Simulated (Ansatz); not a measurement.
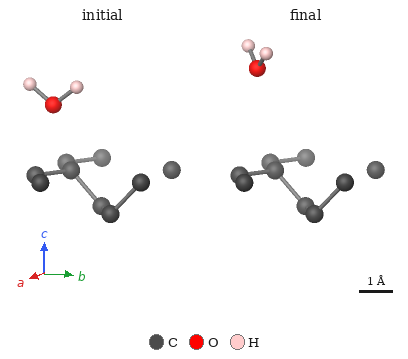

The structure of a slab of composition H$_{2}$C$_{48}$O (cut from the Fd-3m phase) before (left) and after (right) a constrained relaxation, at one scale.

Style: ball-and-stick. Shown: the atoms within 4.2 Å of the atom that moves most (axes of the 2 × 1 repeat of the cell, outlined in the plane, without the vacuum (origin shifted)), slightly off an axis.

Case: 1 H2O a cell, donor, over a bridge C-C site. The slab is the (1 1 0) face of C with H2O on it. 24 atoms are held fixed.

Theory: Ansatz, DFT PBE+D3(BJ), scalar-relativistic, plane waves, PAW. (plane-wave cutoff 420 eV; k-point mesh 3 × 2 × 1; occupations gaussian; smearing width 0.05 eV; no spin polarisation; dipole correction; atoms relaxed in a fixed cell; force threshold 0.04 eV/Å; at most 100 steps)

**Summarise the run.**

The energy falls by 0.797 eV per cell of the calculation in 14 accepted moves (18 points after the start). Largest force component: 3.1 eV/Å at the start, 0.002 eV/Å at the end. The line search rejected the trial steps at points 6, 9 of the run. 2 steps only repeated the SCF at the same geometry. The forces were under the threshold at step 7, but the run went on from there. The largest moves, 1.30 Å, are those of H atoms. Largest moves by element: H 1.30 Å, O 1.15 Å. C stays in place. The cell doesn't change. Near-neighbour distances that change, for instance: H–O 0.990 → 0.969 Å.

Limits of the set-up: the k-point mesh is coarse for a cell with partly filled bands; the periodic images lie only 5.0 Å apart, so the values are limited by the cell's size.
